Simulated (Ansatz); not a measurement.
Read the following structure.

```
Al N
1.0
    -6.06243   -6.06243    0.00000
    -6.06243    0.00000   -6.06243
     0.00000   -6.06243   -6.06243
Al N
27 1
Direct
  0.75046 0.74973 0.74986
  0.41853 0.74748 0.74788
  0.08677 0.74729 0.74794
  0.74770 0.41791 0.74786
  0.41776 0.41687 0.74822
  0.08695 0.41785 0.74791
  0.74782 0.08624 0.74784
  0.41858 0.08599 0.74784
  0.08943 0.08910 0.73245
  0.74781 0.74742 0.41810
  0.41784 0.74803 0.41680
  0.08743 0.74723 0.41803
  0.74859 0.41712 0.41695
  0.41786 0.41711 0.41685
  0.08083 0.41875 0.41966
  0.74792 0.08634 0.41812
  0.41940 0.08054 0.41952
  0.08077 0.08069 0.41964
  0.74813 0.74761 0.08612
  0.41864 0.74753 0.08616
  0.08916 0.73240 0.09004
  0.74814 0.41799 0.08609
  0.41922 0.41903 0.08127
  0.08067 0.41898 0.08136
  0.73255 0.08895 0.08927
  0.41924 0.08045 0.08123
  0.08944 0.08842 0.08973
  0.00000 0.00000 0.00000
```

Q: Interpret the file: composition, symmetry and coordination.

A: Formula: Al$_{27}$N. Atoms per cell: 28 (27 Al, 1 N). Around each N lie four Al in a tetrahedral arrangement at 1.87 Å. The bonds build separate Al4N groups; some Al atoms stand without bonds in the drawing.

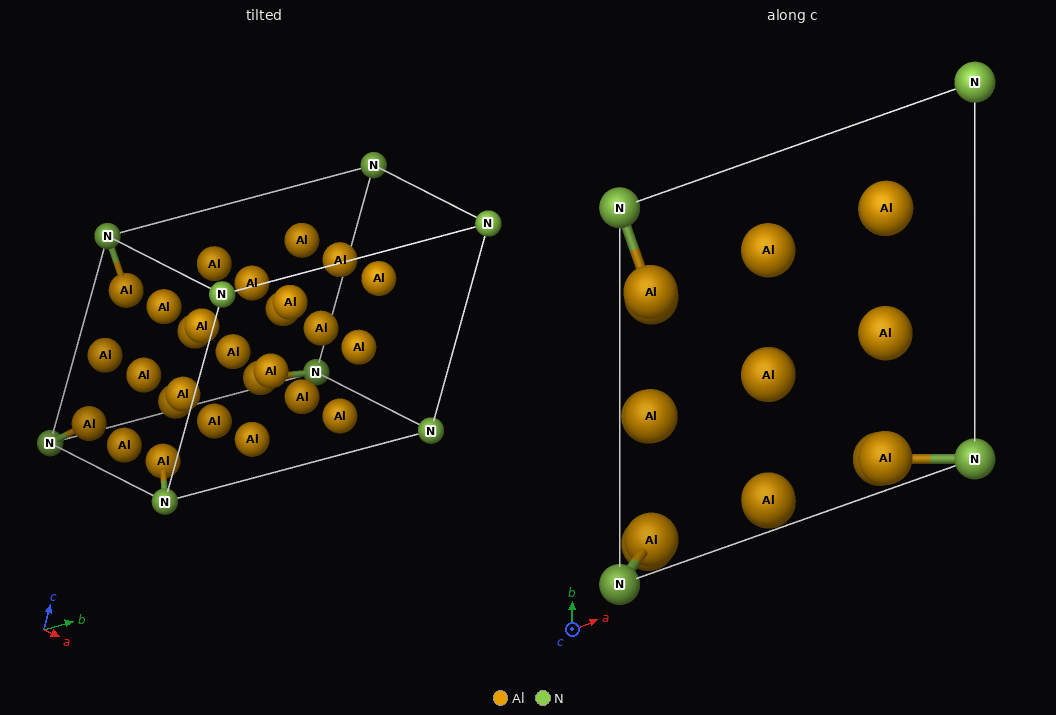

Structure drawing (ball-and-stick), viewed slightly off an axis and along the c axis. Lines trace the edges of the simulation cell. Colours: aluminium orange, nitrogen green.

The structure was taken from a structure listed in the Materials Project, repeated into a supercell with a point defect put in. The cell was then strained or its atoms displaced on purpose. It was run through Ansatz as a DFT input.
